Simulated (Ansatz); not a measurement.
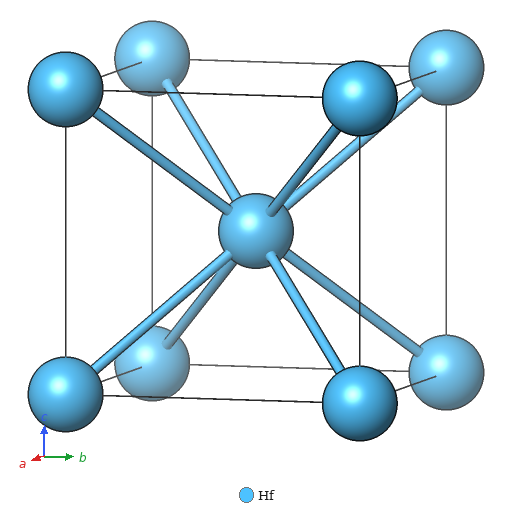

System: Hf, space group Im-3m (No. 229). The picture shows the conventional cell.

The given structure:
```yaml
crystal:
  lattice:
    - [-1.77360, 1.77360, 1.77360]
    - [1.77360, -1.77360, 1.77360]
    - [1.77360, 1.77360, -1.77360]
  atoms:
    - { symbol: Hf, position: [0.00000, 0.00000, 0.00000] }
```

Input of one of the runs behind the figure:
```
crystal:
  lattice:
    - [-1.7735988343, 1.7735988343, 1.7735988343]
    - [1.7735988343, -1.7735988343, 1.7735988343]
    - [1.7735988343, 1.7735988343, -1.7735988343]
  atoms:
    - { symbol: Hf, position: [0.0, 0.0, 0.0] }
kpoints:
  mp_grid: { grid: [16, 16, 16] }
  band_path:
    path:
      - [0.0, 0.0, 0.0]
      - [0.5, -0.5, 0.5]
      - [0.0, 0.0, 0.5]
      - [0.0, 0.0, 0.0]
      - [0.25, 0.25, 0.25]
      - [0.5, -0.5, 0.5]
      - [0.25, 0.25, 0.25]
      - [0.0, 0.0, 0.5]
    npoints: 8
scf:
  occupations: { method: fermi_dirac, width: 0.08 }
hamiltonian:
  xc: pbe
  pseudopotentials: { kind: all_electron, lapw: { basis_error: 0.0005 } }
output:
  forces: true
  stress: true
  eigenvalues: true
  populations: true
  dos: { projected: true, de: 0.2, e_range: [-14, 8] }
```

Calculation (Ansatz 0.2.0): periodic Kohn-Sham DFT of a crystal at fixed atoms, scaled to the stated factor times the given cell; pressure positive in compression, energy less spherical unpolarised free atoms. Level: PBE.

```tsv
setting	value
method	all-electron LAPW
relativity	scalar
k mesh	16×16×16
occupations	Fermi–Dirac
smearing width	0.08 eV
basis error target	0.5 (meV/atom)
nucleus	Gaussian
```

V(given) is 22.32 Å³/atom.

Predict the energy less free atoms and pressure against V/V(given). The V/V(given) takes the values 0.941, 0.980, 1.000, 1.020, 1.060.

A third-order Birch–Murnaghan fit gives V0 = 22.32 Å³/atom, B0 = 99.3 GPa and B′ = 3.2. The energy less free atoms is −7.1383 eV/atom at V/V(given) 0.941 and −7.1425 eV/atom at 1.060; the lowest computed point is at V/V(given) 1.000 (−7.1652 eV/atom), and no other minimum shows. The pressure falls from 6.8 GPa at V/V(given) 0.941 to −5.2 GPa at 1.060, and changes sign near 1.000.

```tsv
V/V(given)	energy less free atoms (eV/atom)	pressure (GPa)
0.941	-7.1383	6.8
0.980	-7.1623	2.1
1.000	-7.1652	0.0
1.020	-7.1626	-1.9
1.060	-7.1425	-5.2
```

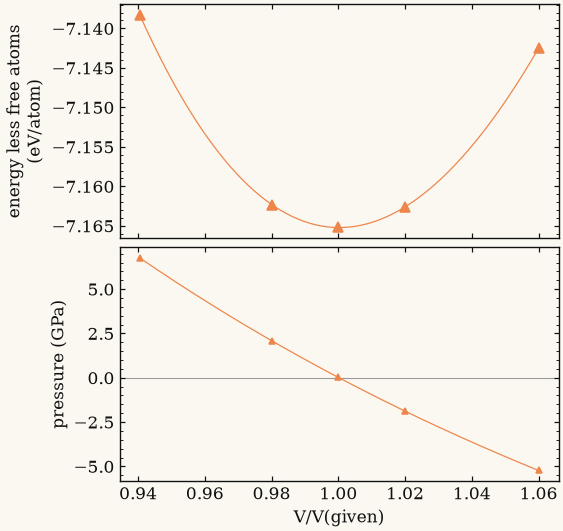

Limits of the calculation: no spin-orbit coupling on heavy atoms.
